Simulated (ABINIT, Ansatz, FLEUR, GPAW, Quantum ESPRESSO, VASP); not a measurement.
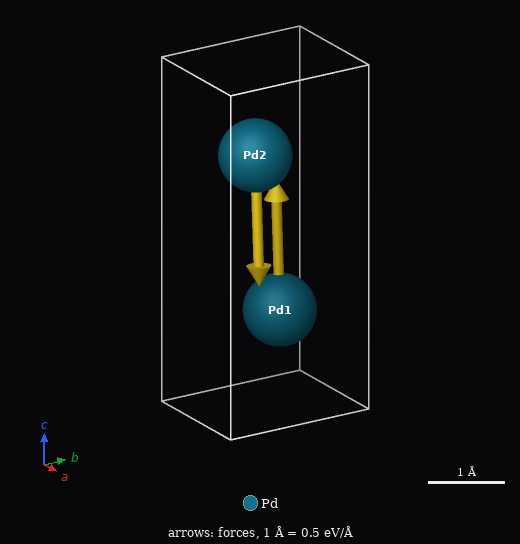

Pd (2 atoms) with its atoms moved off their places at random, by some hundredths of an ångström. The arrows are the forces from VASP (PBE potentials, release 64 Pd). The parent cell is a structure listed in the Materials Project. This isn't the form of Pd at room conditions, which is fcc.

```
Pd
1.0
     2.78367    0.00000    0.00000
    -1.39183    2.41072    0.00000
     0.00000    0.00000    4.62889
Pd
2
Direct
  0.32850 0.69168 0.24099
  0.66929 0.34399 0.75873
```

The same cell was run in six programs or potential sets. Alike in all runs: functional PBE; k mesh 11 × 11 × 6 on the run's cell of 2 atoms; occupations fermi-dirac, width 0.05 eV; no spin polarisation; no spin-orbit coupling. The table gives the Cartesian components of the force on Pd1; with the net force removed, that on Pd2 is equal and opposite.

```tsv
program	Fx on Pd1 (eV/Å)	Fy on Pd1 (eV/Å)	Fz on Pd1 (eV/Å)
VASP (PBE potentials, release 64 Pd)	0.032	-0.032	0.664
Ansatz (Ansatz PAW soft_1)	0.033	-0.033	0.673
GPAW (PAW data 1.2.1)	0.031	-0.032	0.669
ABINIT (JTH PAW PBE v2.0)	0.032	-0.032	0.661
Quantum ESPRESSO (SSSP 1.3 efficiency)	0.033	-0.033	0.674
FLEUR (all-electron)	?	?	?
```

### Estimate the row of FLEUR (all-electron).

(0.033, -0.033, 0.670) eV/Å on Pd1. The medians of the other rows are 0.032, -0.032, 0.669 eV/Å.

### How well do the programs agree?

The size of the force spans 0.662 to 0.676 eV/Å. Against the median force vectors, the rows deviate by 0.004 eV/Å rms as a rule, and ABINIT (JTH PAW PBE v2.0) most, by 0.009 eV/Å. With one functional throughout, the spread comes from potentials, basis sets and numerical settings. Deviations count direction as well as size.
